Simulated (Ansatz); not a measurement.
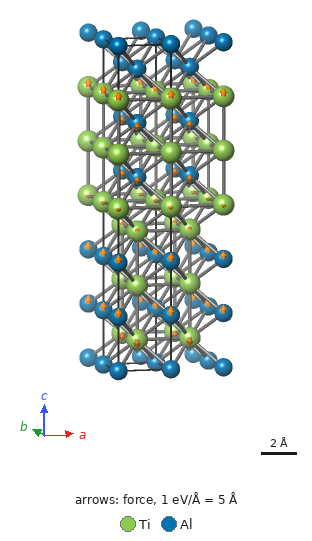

Starting geometry of an interface cell of composition TiAl with the computed forces as orange arrows. A ball-and-stick model of the cell of the calculation, repeated 2 × 2 × 1 with one cell outlined, seen slightly off an axis.

Case: antiphase boundary on (0 0 1), species swapped.

These are results of Ansatz 0.2.0, DFT PBE, scalar-relativistic, plane waves, PAW, not measurements.

Input
```yaml
crystal:
  lattice:
    - [3.1863036828, 0.0, 0.0]
    - [0.0, 3.1863036828, 0.0]
    - [0.0, 0.0, 19.1178220966]
  atoms:
    - { symbol: Ti, position: [0.5, 0.5, 0.0833333333] }
    - { symbol: Al, position: [0.0, 0.0, 0.0] }
    - { symbol: Ti, position: [0.5, 0.5, 0.25] }
    - { symbol: Al, position: [0.0, 0.0, 0.1666666667] }
    - { symbol: Ti, position: [0.5, 0.5, 0.4166666667] }
    - { symbol: Al, position: [0.0, 0.0, 0.3333333333] }
    - { symbol: Al, position: [0.5, 0.5, 0.5833333333] }
    - { symbol: Ti, position: [0.0, 0.0, 0.5] }
    - { symbol: Al, position: [0.5, 0.5, 0.75] }
    - { symbol: Ti, position: [0.0, 0.0, 0.6666666667] }
    - { symbol: Al, position: [0.5, 0.5, 0.9166666667] }
    - { symbol: Ti, position: [0.0, 0.0, 0.8333333333] }
basis:
  ecutwfc: 420
kpoints:
  mp_grid: { grid: [10, 10, 2] }
hamiltonian:
  xc: pbe
scf:
  occupations: { method: gaussian, width: 0.1 }
output:
  forces: true
  stress: true
  eigenvalues: true
  populations: true
  write_density: true
  write_potential: true
  elf: true
  volumetric_format: npy
relax:
  adjacent_minimum: "off"
  f_tol: 0.02
  max_steps: 45
  cell: { fix: [a, b, alpha, beta, gamma], stress_tol: 0.1 }
```

Run as
```bash
ansatz run input.yaml --threads 2 --pin off --max-ram 5120MiB --backend cpu --events-out ev --progress --plain --runs-dir out
```

What follows when this structure is relaxed?

It isn't relaxed: the largest force vector, on Al atoms, is 0.10 eV/Å. The final displacements follow the starting forces only in part (cosine between the two patterns 0.79). The energy falls by 61.9 meV per cell of the calculation in 3 accepted moves (4 points after the start). The largest force component goes from 0.1 to 0.002 eV/Å. The pressure goes from 1.18 to −1.85 GPa. The SCF was repeated once at an unchanged geometry on a basis and grid sized afresh for the cell, which shifted the energy by 1.7 meV per cell of the calculation at most. The largest moves relative to the cell, 0.042 Å, are those of Al6 and Al7. Al6 goes along +c. By element the largest moves are Al 0.042 Å, Ti 0.032 Å. The volume changes by +2.9 %, with a = b unchanged at 3.186 Å, c 19.118 → 19.663 Å (+2.9 %). Among the contacts that change: Ti10–Ti12 3.186 → 3.324 Å, Ti3–Ti5 3.186 → 3.268 Å, Al9–Ti12 2.759 → 2.811 Å, Al7–Ti10 2.759 → 2.791 Å.
